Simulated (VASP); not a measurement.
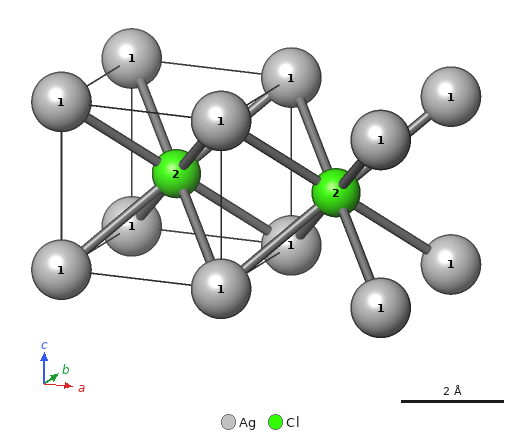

Starting structure of a crystal of AgCl (set up in Pm-3m). The picture is a ball-and-stick view of the cell of the calculation, repeated 2 × 1 × 1 with one cell outlined, seen slightly off an axis.

The run lets cell and atoms move.

The calculation used VASP, Kohn-Sham DFT of a periodic cell, revPBE, VASP PAW PBE potentials, gw, light.

Input
```python
from ase import Atoms
from ase.calculators.vasp import Vasp
from ase.filters import FrechetCellFilter
from ase.optimize import BFGSLineSearch

atoms = Atoms(
    ['Ag', 'Cl'],
    cell=[[3.433973, 0.0, 0.0], [0.0, 3.433973, 0.0], [0.0, 0.0, 3.433973]],
    scaled_positions=[[0.0, 0.0, 0.0], [0.5, 0.5, 0.5]],
    pbc=True,
)
calc = Vasp(
    directory='calc',
    xc='revpbe',
    pp='PBE',
    setups={'base': 'minimal', 'Ag': '_GW', 'Cl': '_GW'},
    prec='Accurate',
    encut=630,
    ediff=1e-07,
    ismear=-5,
    sigma=0.05,
    lreal=False,
    lasph=True,
    nelm=100,
    algo='Normal',
    isif=2,
    lwave=False,
    lcharg=False,
    kpts=[8, 8, 8],
    gamma=True,
)
atoms.calc = calc
opt = BFGSLineSearch(FrechetCellFilter(atoms), trajectory='relax.traj')
converged = opt.run(fmax=0.01, steps=40)
print('converged:', converged)

print('energy (eV):', atoms.get_potential_energy())
print('free energy (eV):', atoms.get_potential_energy(force_consistent=True))
print('forces (eV/A):')
print(atoms.get_forces())
print('stress (eV/A^3, Voigt):', atoms.get_stress())
print('Fermi level (eV):', calc.get_fermi_level())
print('cell (A, degrees):', atoms.cell.cellpar())
print('volume (A^3):', atoms.get_volume())
print('scaled positions:')
print(atoms.get_scaled_positions())
```

Command:
```bash
python run.py
```

What does the optimiser find from here?

Over 2 geometry steps the energy falls by 14.1 meV per cell of the calculation. All forces vanish by symmetry, so only the cell relaxes. The pressure goes from 2.19 to 0.03 GPa. The atoms keep their places relative to the cell (all moves are under 0.005 Å). The volume changes by +5.2 %, with a = b = c 3.434 → 3.492 Å (+1.7 %). Among the contacts that change: Ag1–Cl2 2.974 → 3.024 Å. The space group stays Pm-3m (No. 221).

History of the run:

```csv
step,"E − E(0), meV/atom","pressure, GPa","volume, Å³/atom"
0,0.00,2.19,20.247
1,-6.80,0.37,21.104
2,-7.07,0.03,21.292
```

After the run, drawn alike:

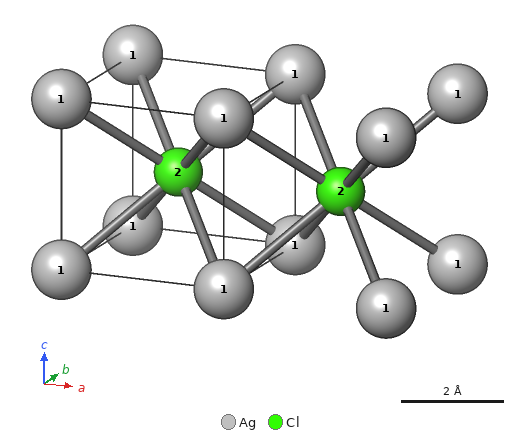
